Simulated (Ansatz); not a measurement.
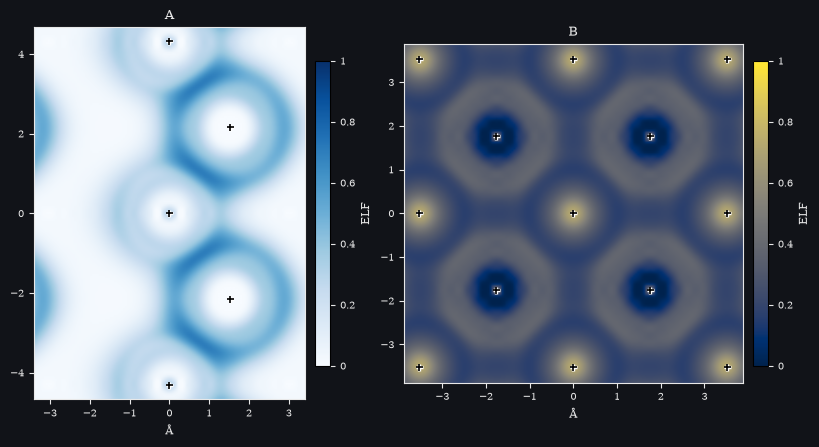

The ELF of 2 systems, each on a plane through atoms (crosses mark nuclei in the plane).

These are results of DFT PBEsol, scalar-relativistic, plane waves, PAW (Ansatz), not measurements.

System 1: Ni₃Ge, the (100) plane of the conventional cell. Space group Pm-3m; a structure from a database of computed crystals, not necessarily the ambient phase; computed without spin polarisation.

```xyz
4
Lattice="3.5249 0.0000 0.0000 0.0000 3.5249 0.0000 0.0000 0.0000 3.5249" Properties=species:S:1:pos:R:3 pbc="T T T"
Ni    1.7625    0.0000    1.7625
Ni    0.0000    1.7625    1.7625
Ni    1.7625    1.7625    0.0000
Ge    0.0000    0.0000    0.0000
```

System 2: GaSb, the (011) plane of the conventional cell. Space group F-43m.

```yaml
crystal:
  lattice:
    - [6.11123, 0.00000, 0.00000]
    - [0.00000, 6.11123, 0.00000]
    - [0.00000, 0.00000, 6.11123]
  atoms:
    - { symbol: Ga, position: [0.00000, 0.00000, 0.00000] }
    - { symbol: Ga, position: [0.50000, 0.50000, 0.00000] }
    - { symbol: Ga, position: [0.50000, 0.00000, 0.50000] }
    - { symbol: Ga, position: [0.00000, 0.50000, 0.50000] }
    - { symbol: Sb, position: [0.75000, 0.25000, 0.25000] }
    - { symbol: Sb, position: [0.25000, 0.75000, 0.25000] }
    - { symbol: Sb, position: [0.25000, 0.25000, 0.75000] }
    - { symbol: Sb, position: [0.75000, 0.75000, 0.75000] }
```

Match each panel to its system.

Answer. Panel A is system 2, GaSb: the plane holds Ga and Sb. Ga–Sb (2.65 Å): the ELF peaks at about 0.70 between the atoms. Panel B is system 1, Ni₃Ge: the plane holds Ni and Ge. Ni–Ge (2.49 Å): the ELF is about 0.35 at the midpoint.
